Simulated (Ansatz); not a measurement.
Li5NbO5

```cif
data_structure
_symmetry_space_group_name_H-M 'P 1'
_symmetry_Int_Tables_number 1
_cell_length_a 9.6485
_cell_length_b 4.0080
_cell_length_c 5.7768
_cell_angle_alpha 90.000
_cell_angle_beta 108.748
_cell_angle_gamma 90.000
_cell_volume 211.54
loop_
_atom_site_label
_atom_site_type_symbol
_atom_site_fract_x
_atom_site_fract_y
_atom_site_fract_z
_atom_site_occupancy
Li1 Li 0.21117 0.50000 0.34325 1
Li2 Li 0.71117 0.00000 0.34325 1
Li3 Li 0.19058 0.50000 0.86211 1
Li4 Li 0.69058 0.00000 0.86211 1
Li5 Li 0.00000 0.00000 0.50000 1
Li6 Li 0.50000 0.50000 0.50000 1
Li7 Li 0.30942 0.00000 0.13789 1
Li8 Li 0.80942 0.50000 0.13789 1
Li9 Li 0.28883 0.00000 0.65675 1
Li10 Li 0.78883 0.50000 0.65675 1
Nb1 Nb 0.00000 0.00000 0.00000 1
Nb2 Nb 0.50000 0.50000 0.00000 1
O1 O 0.35361 0.50000 0.17383 1
O2 O 0.85361 0.00000 0.17383 1
O3 O 0.34234 0.50000 0.68178 1
O4 O 0.84234 0.00000 0.68178 1
O5 O 0.00000 0.50000 0.00000 1
O6 O 0.50000 0.00000 0.00000 1
O7 O 0.15766 0.00000 0.31822 1
O8 O 0.65766 0.50000 0.31822 1
O9 O 0.14639 0.00000 0.82617 1
O10 O 0.64639 0.50000 0.82617 1
```

Space group C2/m; a structure from a database of computed crystals, not necessarily the ambient phase.

Theory: DFT PBEsol, scalar-relativistic, plane waves, PAW in Ansatz 0.2.0.

The density is the valence pseudo-density of a PAW calculation; it isn't the true density close to the nuclei.

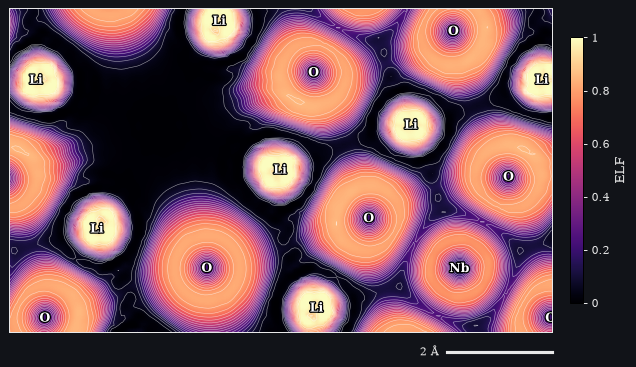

Figure 1. Electron localisation function on the (010) plane of the conventional cell.

> Read the bonding off the picture.

- The plane passes through Li, Nb and O nuclei.
- Li–O (1.93 Å): the ELF peaks at about 0.85 in the valence shell of O, 0.6 Å from its nucleus, and falls to about 0 next to Li; an ionic contact with no shared pair.
- Nb–O (1.97 Å): the ELF peaks at about 0.80 in the valence shell of O, 0.6 Å from its nucleus, and drops to about 0.25 between the two atoms: no localised pair shows between them.
- Li–O (1.97 Å): the ELF peaks at about 0.85 in the valence shell of O, 0.6 Å from its nucleus, and falls to about 0.05 next to Li; a closed-shell, largely ionic contact.
- Li–O (2.05 Å): the ELF peaks at about 0.80 in the valence shell of O, 0.6 Å from its nucleus, and falls to about 0 next to Li: a closed-shell, largely ionic contact.
- Li–O (2.11 Å): the ELF peaks at about 0.85 in the valence shell of O, 0.6 Å from its nucleus, and falls to about 0 next to Li; an ionic contact with no shared pair.
- The features right at Li and Nb lie inside the PAW spheres, where the map follows smoothed inner orbitals and isn't to be read closely.

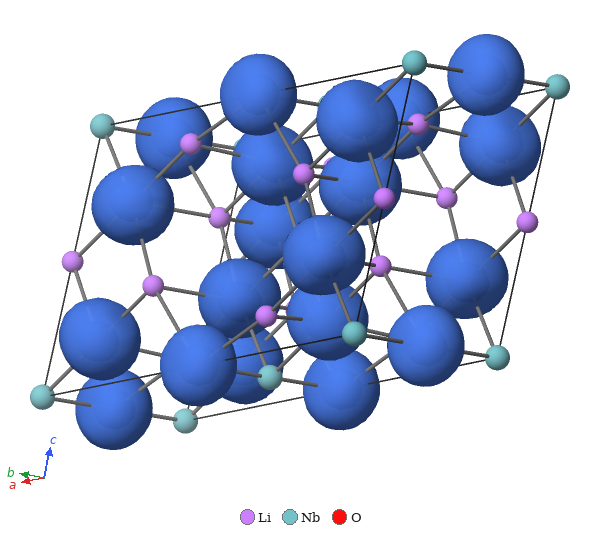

Figure 2. Isosurface of the electron localisation function at 0.75 (blue), seen at an oblique angle. Core shells and regions of very low density are left out. Sticks mark near contacts.

> Identify the bonds, lone pairs and shells in this picture.

At this value the surface marks out ten regions wrapped around O (the valence shell of each), counted in one cell of 22 atoms. Any copies at cell faces, edges or corners count once.

> Does the calculation give a band gap?

It is gapped, with a Kohn–Sham gap of 3.2 eV on the k-point mesh, an upper bound to the gap of this method.
